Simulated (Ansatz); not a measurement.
**Bi2Se3: density, localisation and related maps**

```
CELL_PARAMETERS angstrom
4.17614 0.00000 0.00000
-2.08807 3.61664 0.00000
0.00000 0.00000 11.47670
ATOMIC_POSITIONS crystal
Bi 0.00000 0.00000 0.17372
Bi 0.00000 0.00000 0.82628
Se 0.33333 0.66667 0.00000
Se 0.66667 0.33333 0.31009
Se 0.66667 0.33333 0.68991
```

Space group P-6m2; a structure generated by program, which may or may not match a known phase.

These are results of DFT PBE, scalar-relativistic, plane waves, PAW in Ansatz, not measurements.

In a PAW calculation such maps are meaningful between the atoms, not at the nuclei.

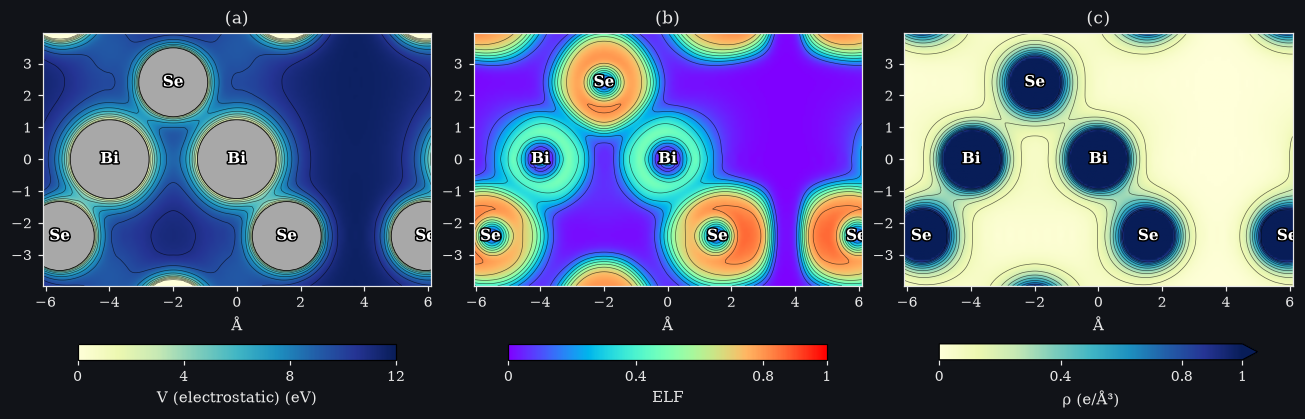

Figure 1. (a) electrostatic potential energy of an electron; (b) electron localisation function; (c) valence charge density (pseudo) on the (110) plane of the conventional cell. Grey discs cover the atomic cores in the potential map.

Interpret the plot.

- The section cuts through Bi and Se sites.
- Bi–Se (2.87 Å): ρ at the midpoint is about 0.33 e/Å³; the ELF is about 0.45 at the midpoint and 0.35 at its lowest between the atoms.
- Bi–Se (3.13 Å): ρ at the midpoint is about 0.2 e/Å³; the ELF is about 0.30 at the midpoint.
- The density dies away to nearly zero in the voids.
- The ELF also peaks beside Se, away from the bonds: lone-pair regions.
- The features right at Bi lie inside the PAW spheres, where the map follows smoothed inner orbitals and isn't to be read closely.
- Outside the cores the potential energy rises away from the atoms and is highest about 3.1 Å from the nearest atoms; its zero is arbitrary.

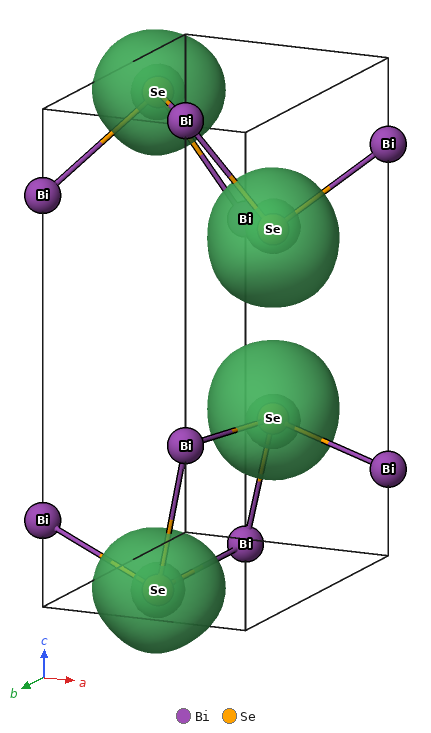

Figure 2. Isosurface of the electron localisation function at 0.65 (green), seen at an oblique angle. Core shells and regions of very low density are left out. Sticks mark near contacts.

What do the ELF domains correspond to?

The ELF exceeds this value in three regions wrapped around Se (the valence shell of each), counted in one cell of 5 atoms. Any copies at cell faces, edges or corners count once.

Does the calculation give a band gap?

It is gapped, with a Kohn–Sham gap of 0.56 eV on the k-point mesh (the band edges may lie off the mesh, which would make the gap smaller).
